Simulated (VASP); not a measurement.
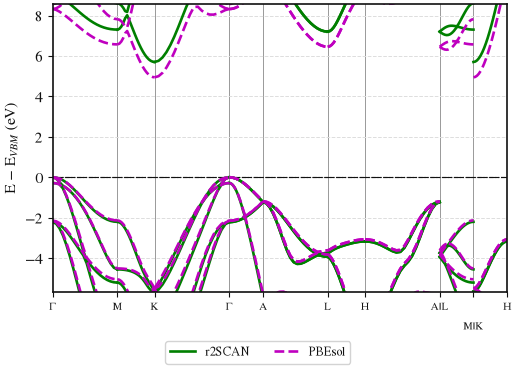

Band structures of wurtzite BN, space group P6_3mc, 4 atoms in the cell (a = 2.542 Å, c = 4.204 Å (hexagonal axes)), by two methods on the same cell. Each is counted from its own valence-band top.

What changes from one method to the other?

Answer. r2SCAN gives a gap of 5.71 eV along the path and PBEsol gives a gap of 4.95 eV along the path. Over the top 3 filled bands the two differ by 0.09 eV on average.

Settings. r2SCAN: VASP PAW PBE potentials, release 64 (B, N), no spin polarisation, no spin-orbit coupling, 12×12×6 k mesh, 520 eV cutoff, Gaussian smearing of 0.02 eV (VASP 6.6.1). PBEsol: VASP PAW PBE potentials, release 64 (B, N), no spin polarisation, no spin-orbit coupling, 12×12×6 k mesh, 520 eV cutoff, Gaussian smearing of 0.02 eV (VASP).

The PAW data sets were made with another functional. LDA, GGA and most meta-GGA functionals understate gaps. The usual form of BN is layered hexagonal. The cell was derived from a database entry in an earlier step, so it needn't be the measured one.
